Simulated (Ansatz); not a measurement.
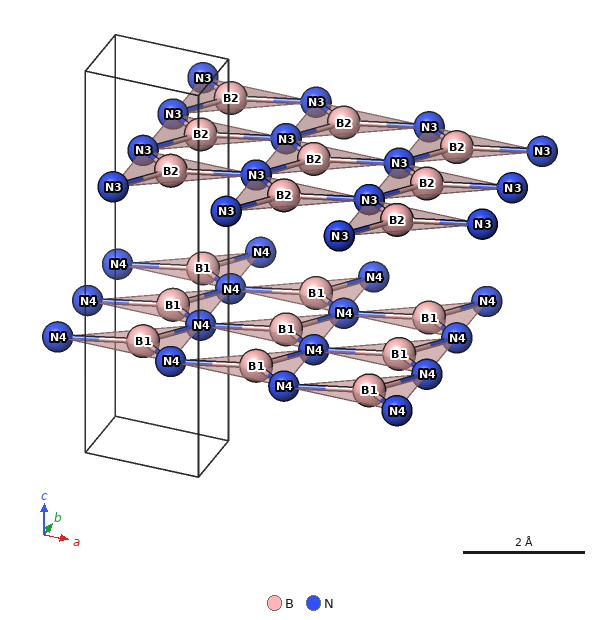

Fig. 1: The input geometry of run A (polyhedral view of the cell of the calculation, repeated 3 × 3 × 1, seen slightly off an axis; polyhedra are completed across the faces of the cell; atoms are numbered from 1 in the order of the input).

# Two runs on BN

System: BN (4 atoms in the cell).
Method of run A: DFT, r2SCAN, plane waves, PAW, no spin polarisation (Ansatz 0.2.0).

The structure derives from an entry of the Crystallography Open Database. The geometry comes from this level: r2scan-rvv10. Text and figures count atoms from 1; the logs count them from 0 in places.

### Input file, run A
```yaml
crystal:
  lattice:
    - [2.5005826776, 0.0, 0.0]
    - [-1.2502913388, 2.1655681231, 0.0]
    - [0.0, 0.0, 6.5236371384]
  atoms:
    - { symbol: B, position: [0.3333333333, 0.6666666667, 0.25] }
    - { symbol: B, position: [0.6666666667, 0.3333333333, 0.75] }
    - { symbol: "N", position: [0.3333333333, 0.6666666667, 0.75] }
    - { symbol: "N", position: [0.6666666667, 0.3333333333, 0.25] }
kpoints:
  mp_grid: { grid: [12, 12, 4] }
  band_path:
    path:
      - [0.0, 0.0, 0.0]
      - [0.5, 0.0, 0.0]
      - [0.3333333333, 0.3333333333, 0.0]
      - [0.0, 0.0, 0.5]
      - [0.5, 0.0, 0.5]
      - [0.3333333333, 0.3333333333, 0.5]
      - [0.302083, 0.302083, 0.0]
      - [0.0, 0.5, 0.0]
    npoints: 1
hamiltonian:
  xc: r2scan
scf:
  occupations: { method: fixed }
  n_extra_bands: 5
output:
  forces: true
  stress: true
  eigenvalues: true
```

Launched with:
```bash
ansatz run input.yaml --threads 2 --pin off --max-ram 3686MiB --backend cpu --events-out ev --progress --plain --runs-dir out
```

Hardware: 2 threads of Intel Xeon (Granite Rapids), 192 GiB of memory available, shared host.

### Output, shortened to warnings, some set-up lines, iterations and results (run A)
```
Basis set: ecut = 500 eV, 881 PW (Γ), exchange–correlation on 80×80×192 points (64 copies of the dense FFT grid, shifted against one another)
Symmetry: 24 space group operations
k-points: 57 of 576
Initial density: superposition of atomic densities (neutral atoms: chi_scale 0, normalization atom), corrected by the library's trained network
[...]
SCF iter   1: F=—  HF=-1088.110632 eV  |F-HF|=—  |Δ(HF+E_count)|=         —  Δρ=8.82e-3  dr2=2.02e-2  dr2_τ=6.95e-1  ethr=1.77e-3  ⟨swp⟩=5.2  Hψ=3885  notcnv=0  defer=161
SCF iter   2: F=—  HF=-1088.241012 eV  |F-HF|=—  |Δ(HF+E_count)|=   1.30e-1  Δρ=5.19e-3  dr2=4.16e-3  dr2_τ=3.18e-4  ethr=1.26e-4  ⟨swp⟩=2.1  Hψ=1771  notcnv=0  defer=170
SCF iter   3: F=—  HF=-1088.240733 eV  |F-HF|=—  |Δ(HF+E_count)|=   2.80e-4  Δρ=9.23e-4  dr2=2.08e-4  dr2_τ=1.03e-4  ethr=2.60e-5  ⟨swp⟩=3.1  Hψ=1262  notcnv=0  defer=170
SCF iter   4: F=—  HF=-1088.240719 eV  |F-HF|=—  |Δ(HF+E_count)|=   1.34e-5  Δρ=2.79e-4  dr2=1.90e-5  dr2_τ=1.64e-6  ethr=1.30e-6  ⟨swp⟩=2.0  Hψ=1115  notcnv=0  defer=168
SCF iter   5: F=—  HF=-1088.240715 eV  |F-HF|=—  |Δ(HF+E_count)|=   3.89e-6  Δρ=1.03e-4  dr2=2.25e-6  dr2_τ=2.20e-7  ethr=1.19e-7  ⟨swp⟩=2.0  Hψ=1110  notcnv=0  defer=78
SCF iter   6: F=—  HF=-1088.240716 eV  |F-HF|=—  |Δ(HF+E_count)|=   6.05e-7  Δρ=3.96e-5  dr2=3.76e-7  dr2_τ=8.07e-9  ethr=1.41e-8  ⟨swp⟩=2.1  Hψ=1040  notcnv=0  defer=79
SCF iter   7: F=-1088.240716 eV  HF=-1088.240716 eV  |F-HF|=1.30e-10  |Δ(HF+E_count)|=   3.85e-8  Δρ=4.66e-6  dr2=3.91e-9  dr2_τ=3.19e-10  ethr=6.25e-10  ⟨swp⟩=10.4  Hψ=4047  …
SCF 1 converged in 7 iterations: F = -1088.240716 eV  dr2 = 3.91e-9
NSCF: frozen V_eff on 8 k-points
SCF converged after 7 iterations
Free energy (F): -1088.240716 eV
Harris-Foulkes:  -1088.240716 eV  (|F-HF|=1.30e-10)
Internal energy: -1088.240716 eV  (E = F + TS)
E sigma→0 (E₀):  -1088.240716 eV
Fermi energy:    4.704552 eV
--- Per-component energies (eV) ---
  E_band       = -44.444060
  E_kinetic    = 367.616469
  E_local      = -675.165163  (includes V_loc(G=0)·N_el)
  E_nonlocal   = 114.169210
  E_hartree    = 217.078021
  E_xc         = -182.152948
  E_vxc        = -252.557699  (∫ρ·V_xc dr)
  E_paw        = -419.698342  (= ΣΔE_a)
  E_vpaw       = -47.074826  (= ΣTr[D̂ρ^β])
  E_aug_tail   = 0.000039  (compensation charges beyond the density's cutoff)
  E_vtau       = 14.412537  (kinetic-family band-sum trace: ∫τ·v_τ [+ j·A + Jᵃ·Aᵃ] dr)
  E_ewald      = -509.991989
  E_core_change = -0.096013  (= ΣΔE_core)
  E_smearing   = -0.000000  (= −TS)
  E_closure    = 0.000000  (closes the sum)
  Σ components = -1088.240716   (vs F -1088.240716, Δ=0.00e0)
--- Forces (eV/Å), atoms counted from 1 ---
  atom   1  B     -0.00000000    -0.00000000    -0.00000000
  atom   2  B      0.00000000     0.00000000     0.00000000
  atom   3  N      0.00000000    -0.00000000     0.00000000
  atom   4  N      0.00000000     0.00000000    -0.00000000
  max |Σ_I F_I| component: 3.05e-16 eV/Å
--- Stress (GPa, compression-positive) ---
        0.178250       0.000000       0.000000
        0.000000       0.178250       0.000000
        0.000000       0.000000       1.578638
  P = ⅓ Tr σ = 0.6450 GPa (6.450 kbar)
```

For run B the input was changed thus:
```diff
-  xc: r2scan
+  xc: pbe
```

How does run B compare with run A?

The total energies belong to different methods, so their difference says nothing on which is more stable or more accurate. The gap on the mesh goes from 4.81 to 4.25 eV. The pressure goes from 0.65 to 4.66 GPa. The functional changes from r2SCAN to PBE. The SCF takes 6 iterations against 7. The default cutoff goes from 500 to 420 eV with the change. The plane waves at Γ go from 881 to 687.

### Output, shortened to warnings, some set-up lines, iterations and results (run B)
```
Basis set: ecut = 420 eV, 687 PW (Γ), exchange–correlation on 36×36×90 points (8 copies of the dense FFT grid, shifted against one another)
Symmetry: 24 space group operations
k-points: 57 of 576
Initial density: superposition of atomic densities (neutral atoms: chi_scale 0, normalization atom), corrected by the library's trained network
[...]
SCF iter   1: F=—  HF=-1084.790421 eV  |F-HF|=—  |Δ(HF+E_count)|=         —  Δρ=1.40e-3  dr2=1.61e-4  ethr=1.77e-3  ⟨swp⟩=5.0  Hψ=3666  notcnv=0  defer=154
SCF iter   2: F=—  HF=-1084.791484 eV  |F-HF|=—  |Δ(HF+E_count)|=   1.06e-3  Δρ=7.24e-4  dr2=3.67e-5  ethr=1.00e-6  ⟨swp⟩=2.0  Hψ=1731  notcnv=0  defer=171
SCF iter   3: F=—  HF=-1084.791823 eV  |F-HF|=—  |Δ(HF+E_count)|=   3.39e-4  Δρ=2.86e-4  dr2=1.22e-5  ethr=2.29e-7  ⟨swp⟩=2.0  Hψ=1254  notcnv=0  defer=171
SCF iter   4: F=-1084.791855 eV  HF=-1084.791855 eV  |F-HF|=3.12e-7  |Δ(HF+E_count)|=   3.18e-5  Δρ=2.22e-5  dr2=7.86e-8  ethr=7.60e-8  ⟨swp⟩=2.0  Hψ=1140  notcnv=0  defer=171
SCF iter   5: F=-1084.791855 eV  HF=-1084.791855 eV  |F-HF|=1.79e-8  |Δ(HF+E_count)|=   3.41e-7  Δρ=5.12e-6  dr2=4.92e-9  ethr=4.91e-10  ⟨swp⟩=2.0  Hψ=1134  notcnv=0  …
SCF iter   6: F=-1084.791855 eV  HF=-1084.791855 eV  |F-HF|=5.08e-10  |Δ(HF+E_count)|=   2.05e-8  Δρ=7.43e-7  dr2=8.14e-11  ethr=3.08e-11  ⟨swp⟩=6.8  Hψ=3725  notcnv=0
SCF 1 converged in 6 iterations: F = -1084.791855 eV  dr2 = 8.14e-11
NSCF: frozen V_eff on 8 k-points
SCF converged after 6 iterations
Free energy (F): -1084.791855 eV
Harris-Foulkes:  -1084.791855 eV  (|F-HF|=5.08e-10)
Internal energy: -1084.791855 eV  (E = F + TS)
E sigma→0 (E₀):  -1084.791855 eV
Fermi energy:    4.971449 eV
--- Per-component energies (eV) ---
  E_band       = -34.689995
  E_kinetic    = 367.435601
  E_local      = -676.313606  (includes V_loc(G=0)·N_el)
  E_nonlocal   = 115.765375
  E_hartree    = 216.613826
  E_xc         = -184.599393
  E_vxc        = -229.046253  (∫ρ·V_xc dr)
  E_paw        = -413.701867  (= ΣΔE_a)
  E_vpaw       = -45.759095  (= ΣTr[D̂ρ^β])
  E_aug_tail   = 0.000197  (compensation charges beyond the density's cutoff)
  E_ewald      = -509.991989
  E_smearing   = -0.000000  (= −TS)
  E_closure    = 0.000000  (closes the sum)
  Σ components = -1084.791855   (vs F -1084.791855, Δ=0.00e0)
--- Forces (eV/Å), atoms counted from 1 ---
  atom   1  B      0.00000000    -0.00000000    -0.00000000
  atom   2  B      0.00000000     0.00000000     0.00000000
  atom   3  N      0.00000000    -0.00000000     0.00000000
  atom   4  N      0.00000000     0.00000000    -0.00000000
  max |Σ_I F_I| component: 1.76e-16 eV/Å
--- Stress (GPa, compression-positive) ---
        5.183040       0.000000       0.000000
       -0.000000       5.183040       0.000000
        0.000000       0.000000       3.607774
  P = ⅓ Tr σ = 4.6580 GPa (46.580 kbar)
```

### The two runs side by side

```tsv
quantity	run A	run B
outcome	converged	converged
free energy per atom (eV)	−272.0602	−271.1980
gap on the mesh (eV)	4.81	4.25
pressure (GPa)	0.65	4.66
largest force (eV/Å)	0.000	0.000
SCF iterations	7	6
irreducible k-points	57	57
plane waves at Γ	881	687
wall time (shared host)	1.3 s	0.66 s
```
